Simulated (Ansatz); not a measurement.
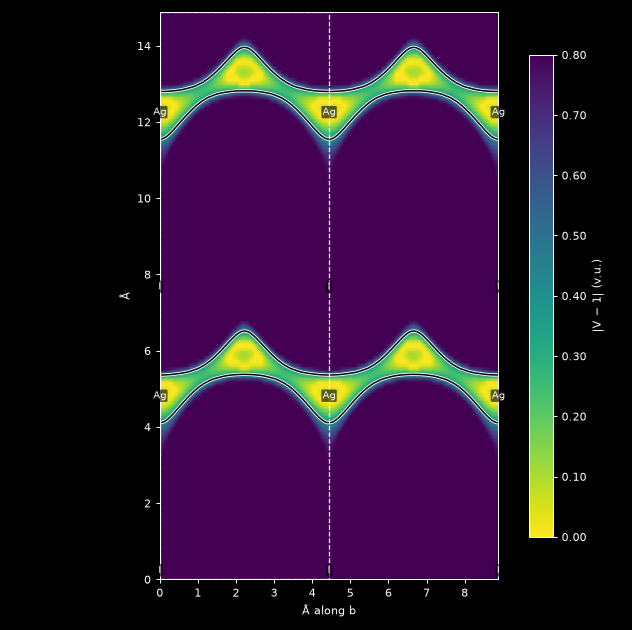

Bond-valence mismatch |V − 1| for Ag+ in AgI in space group P6_3mc on the section x = 0.000 (parallel to b and c; the dashed line is one cell); the black line is the 0.4 v.u. contour, and values above the scale's top are cut off.

At each point the valence sum V of an Ag+ ion is computed from the anions within 5 Å (s = exp((R0 − d)/b), R0 fitted to published crystal structures with b = 0.37 Å; R0: Ag+–I 2.343 Å). The other Ag+ ions are ignored. This is an empirical screen for pathways, not an energy calculation.

Source of the atomic positions: the end point of a relaxation with Ansatz, DFT, r2SCAN+rVV10, plane waves, PAW.

```
CELL_PARAMETERS angstrom
4.44106 0.00000 0.00000
-2.22053 3.84607 0.00000
0.00000 0.00000 14.88056
ATOMIC_POSITIONS crystal
Ag 0.00000 0.00000 0.32371
Ag 0.66667 0.33333 0.42639
Ag 0.33333 0.66667 0.92639
Ag 0.00000 0.00000 0.82371
I 0.00000 0.00000 0.01601
I 0.66667 0.33333 0.23389
I 0.33333 0.66667 0.73389
I 0.00000 0.00000 0.51601
```

### In the whole crystal, how are the regions below 0.4 v.u. connected (counting the regions that come within 0.6 Å of a Ag site)?

The regions form a two-dimensional network in layers parallel to (001).

### At which mismatch do paths open?

Already below about 0.06 v.u. the regions form a two-dimensional network in layers parallel to (001). From a mismatch of about 0.70 v.u. the regions form a three-dimensional network. These are grid estimates, good to about 0.1 v.u.

### What is the valence sum at the Ag sites themselves?

0.93 v.u., against the formal 1.
